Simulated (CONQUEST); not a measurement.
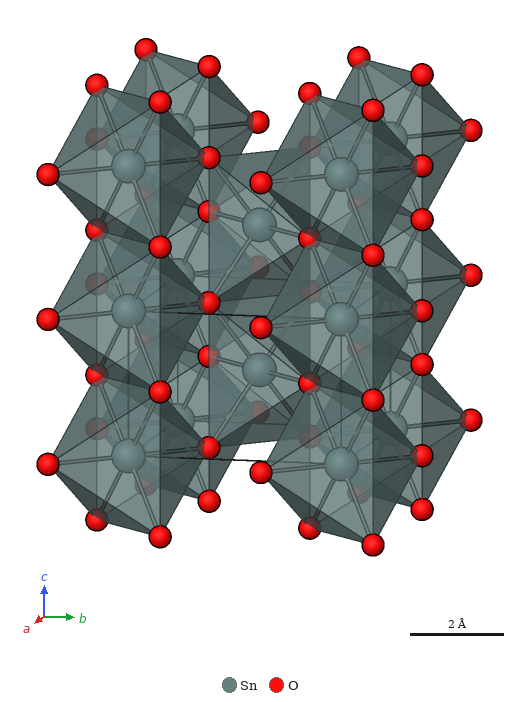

Figure 1. The structure as given in the input (polyhedral view of the cell of the calculation, set on other vectors, repeated 1 × 1 × 2, seen slightly off an axis; polyhedra are completed across the faces of the cell).

## Single-point calculation at one volume of an equation of state of SnO2

System: SnO2 (P4₂/mnm, 6 atoms in the cell).
Method: Kohn-Sham DFT of a periodic cell, PBEsol, PseudoDojo NC PBEsol, no spin polarisation (CONQUEST 1.3).

The structure derives from an entry of the Crystallography Open Database. It belongs to a series of runs on one base structure; here: volume scaled by 0.98.

**Input**
```
IO.Title SnO2
IO.Coordinates coords.dat
IO.FractionalAtomicCoords T
IO.Iprint 2
IO.Iprint_init 1
General.NumberOfSpecies 2
General.PseudopotentialType hamann
AtomMove.TypeOfRun static
AtomMove.FullStress T
Grid.PointsAlongX 36
Grid.PointsAlongY 60
Grid.PointsAlongZ 60
DM.SolutionMethod diagon
Diag.MPMesh T
Diag.GammaCentred T
Diag.MPMeshX 8
Diag.MPMeshY 6
Diag.MPMeshZ 6
Diag.kT 0.00183747
minE.SCTolerance 1e-6
SC.MaxIters 100
IO.AtomChargeOutput T
%block ChemicalSpeciesLabel
1 118.710 Sn
2 16.000 O
%endblock
```

Run on 1 thread of Intel Xeon (Granite Rapids), 16 GiB of memory available, shared host.

Command:
```bash
Conquest
```

**What the program printed**
```
Simulation cell dimensions:     5.9812 a0 x     8.8934 a0 x     8.8934 a0

      Atomic coordinates (a0)
         Atom         X         Y         Z  Species
            1    2.9906    4.4467    4.4467        1
            2    0.0000    0.0000    0.0000        1
            3    2.9906    1.7155    1.7155        2
            4    0.0000    6.1623    2.7312        2
            5    2.9906    7.1779    7.1779        2
            6    0.0000    2.7312    6.1623        2

         Monkhorst-Pack mesh:   8 x   6 x   6 gamma-centred
        This calculation includes non-local pseudopotentials,
         with a maximum core radius of      7.49378415

    Job title: SnO2
    Job to be run: static calculation

    Ground state search:
      Support functions represented with PAO basis
      1:1 PAO to SF mapping
      Non-spin-polarised electrons
      Solving for the K matrix using diagonalisation
      Using Fermi-Dirac smearing

    Integration grid size:     36 x   60 x   60

    Integration grid spacing:  0.166 a0 x 0.148 a0 x 0.148 a0

    Number of species:  2
    --------------------------------------------------------
    |   #  mass (au)  Charge (e)  SF Rad (a0)  NSF  Label  |
    --------------------------------------------------------
    |   1    118.710      14.000        7.809   18  Sn     |
    |   2     16.000       6.000        5.150   13  O      |
    --------------------------------------------------------
          SCF tolerance:                 0.00000100
          SCF iterations:               100

    LibXC version:  6. 2. 2
    Using the GGA functional Perdew, Burke & Ernzerhof SOL
    Using the GGA functional Perdew, Burke & Ernzerhof SOL

           radial cut-off to be used is taken to be max PAO cut-off radius for this species:    7.493784

           greatest ang. mom. for making density from PAOs:  2

           radial cut-off to be used is taken to be max PAO cut-off radius for this species:    4.856058

           greatest ang. mom. for making density from PAOs:  2
    Minimum blocs/proc is     2025. Maximum blocs/proc is     2025
    set_atom_dens: In set_atomic_density, electrons :      52.000000000000
 matrix_size & matrix_size_padH =           88          88

    Screened ion int: energy:    -170.086575870007 Ha

    new_SC_potl: Starting.  Tolerance:  0.10000E-05

    PulayMixSC: Starting Pulay mixing, A_up =  0.500 A_dn =  0.500
    PulayMixSC: Spin non-polarised calculation.
          Harris-Foulkes Energy            :      -223.356700521211025 Ha
          (TS=0 as O(N) or entropic contribution is negligible)
          DFT Total Energy                 :      -222.854961663250009 Ha
          Total number of electrons        :        51.999999999999574
    PulayMixSC: Pulay iteration     1 residual:              0.67020E-02
          Harris-Foulkes Energy            :      -223.183946224912063 Ha
          GroundState Energy (E-(1/2)TS)   :      -223.183946260533048 Ha
          Free Energy (E-TS)               :      -223.183946296154033 Ha
          DFT Total Energy                 :      -223.115727937648160 Ha
          Total number of electrons        :        52.000014793736028
    PulayMixSC: Pulay iteration     2 residual:              0.34915E-02
          Harris-Foulkes Energy            :      -223.158717077990360 Ha
          GroundState Energy (E-(1/2)TS)   :      -223.158717093980925 Ha
          Free Energy (E-TS)               :      -223.158717109971491 Ha
          DFT Total Energy                 :      -223.156987789677828 Ha
          Total number of electrons        :        52.000021538168859
    PulayMixSC: Pulay iteration     3 residual:              0.10065E-02
          Harris-Foulkes Energy            :      -223.157341829608072 Ha
          GroundState Energy (E-(1/2)TS)   :      -223.157341839846708 Ha
          Free Energy (E-TS)               :      -223.157341850085317 Ha
          DFT Total Energy                 :      -223.157278123204918 Ha
          Total number of electrons        :        52.000036679445223
    PulayMixSC: Pulay iteration     4 residual:              0.62528E-04
          Harris-Foulkes Energy            :      -223.157298465240785 Ha
          GroundState Energy (E-(1/2)TS)   :      -223.157298475097008 Ha
          Free Energy (E-TS)               :      -223.157298484953259 Ha
          DFT Total Energy                 :      -223.157295980734602 Ha
          Total number of electrons        :        52.000034006096087
    PulayMixSC: Pulay iteration     5 residual:              0.20458E-04
          Harris-Foulkes Energy            :      -223.157297844730408 Ha
          GroundState Energy (E-(1/2)TS)   :      -223.157297854715694 Ha
          Free Energy (E-TS)               :      -223.157297864700951 Ha
          DFT Total Energy                 :      -223.157297342608047 Ha
          Total number of electrons        :        52.000033683339346
    PulayMixSC: Pulay iteration     6 residual:              0.74083E-05
          Harris-Foulkes Energy            :      -223.157297592759136 Ha
          GroundState Energy (E-(1/2)TS)   :      -223.157297602697980 Ha
          Free Energy (E-TS)               :      -223.157297612636853 Ha
          DFT Total Energy                 :      -223.157297592347589 Ha
          Total number of electrons        :        52.000033400805663
    PulayMixSC: Pulay iteration     7 residual:              0.43740E-06
    PulayMixSC: Reached SCF tolerance of  0.43740E-06 after      7 iterations
      | Number of electrons      =        52.000033
      |* band energy as 2Tr[K.H] =       -36.382787559475368 Ha
      |  screened ion-ion energy =      -170.086575870006669 Ha
      |  Ha correction           =        -0.301680229233872 Ha
      |  XC correction           =       -16.386241829026350 Ha
      | GS Energy as E-(1/2)TS   =      -223.157297602697980 Ha
      | Free Energy as E-TS      =      -223.157297612636853 Ha
      |* Harris-Foulkes energy   =      -223.157297592759136 Ha
      |* DFT total energy        =      -223.157297592347589 Ha
      |  estimated accuracy      =        -0.000000000411546 Ha

    force: Forces on atoms (Ha/a0)
    force:  Atom   X              Y              Z
    force:     1  -0.0000000000  -0.0000000000  -0.0000000000
    force:     2  -0.0000000000  -0.0000000000   0.0000000000
    force:     3  -0.0000000000   0.0041210046   0.0041210046
    force:     4   0.0000000000   0.0041210046  -0.0041210046
    force:     5  -0.0000000000  -0.0041210046  -0.0041210046
    force:     6  -0.0000000000  -0.0041210046   0.0041210046

    force: Maximum force :        0.00412100(Ha/a0) on atom         3 in y direction
    force: Force Residual:        0.00475853 Ha/a0
    force: Total stress:        -21.97781815     0.00000000     0.00000000 GPa
                             0.00000000   -14.03580018     0.00000000
                             0.00000000     0.00000000   -14.03580018
    force: Average pressure:     16.68313950 GPa

    force: Finished force
    get_E_and_F: Change in energy during last step of electronic optimisation:  0.25197E-06

    BIBLIOGRAPHY: Please consider citing the following references in the conquest.bib file

    CONQUEST:         Bowler2002pt, Miyazaki2004, Nakata2020
    Basis:            Bowler2019
    DM:               Bowler:2006xr
    Pseudopotentials: Hamann2013, Bowler2019
    XC references from LibXC:
```

**File coords.dat**
```
    5.9811975731     0.0000000000     0.0000000000
    0.0000000000     8.8934298136     0.0000000000
    0.0000000000     0.0000000000     8.8934298136
6
  0.5000000000   0.5000000000   0.5000000000 1 T T T
  0.0000000000   0.0000000000   0.0000000000 1 T T T
  0.5000000000   0.1929000000   0.1929000000 2 T T T
  0.0000000000   0.6929000000   0.3071000000 2 T T T
  0.5000000000   0.8071000000   0.8071000000 2 T T T
  0.0000000000   0.3071000000   0.6929000000 2 T T T
```

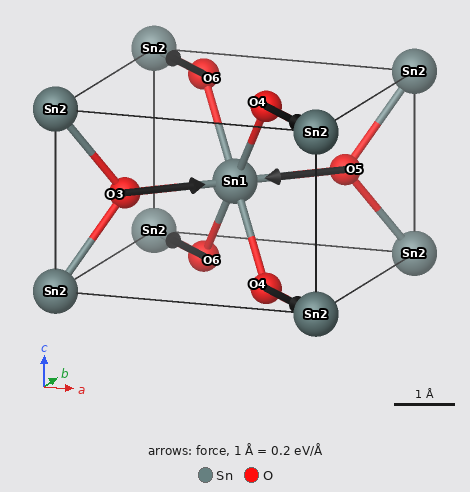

Figure 2. Forces on the atoms as black arrows (ball-and-stick view of the cell of the calculation, set on other vectors, seen slightly off an axis; atoms are numbered from 1 in the order of the input). The largest act on all 4 O atoms (0.30 eV/Å). The geometry is not a stationary point of this energy.

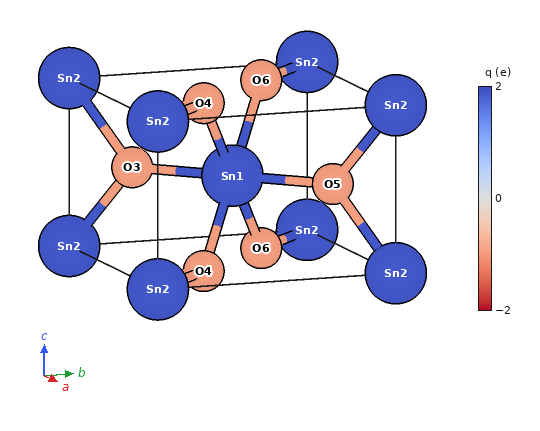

Figure 3. Mulliken charges, as the colour of each atom (ball-and-stick view of the cell of the calculation, set on other vectors, seen slightly off an axis; atoms are numbered from 1 in the order of the input). By element: Sn +1.88 and O −0.94 e.

**Key numbers**

- outcome: converged
- space group (tolerance 0.01 Å): P4₂/mnm (136)
- electrons treated: 52
- free energy: −6072.4194 eV
- Fermi energy: −6.564 eV
- gap on the k-point mesh: 1.17 eV
- pressure: 16.68 GPa
- largest force (length of the vector): 0.300 eV/Å
- wall time: 1.8 min
- peak memory: 1.1 GiB

**Remarks**

The cell is under a pressure of 16.7 GPa at this level, so it is not at its equilibrium volume.
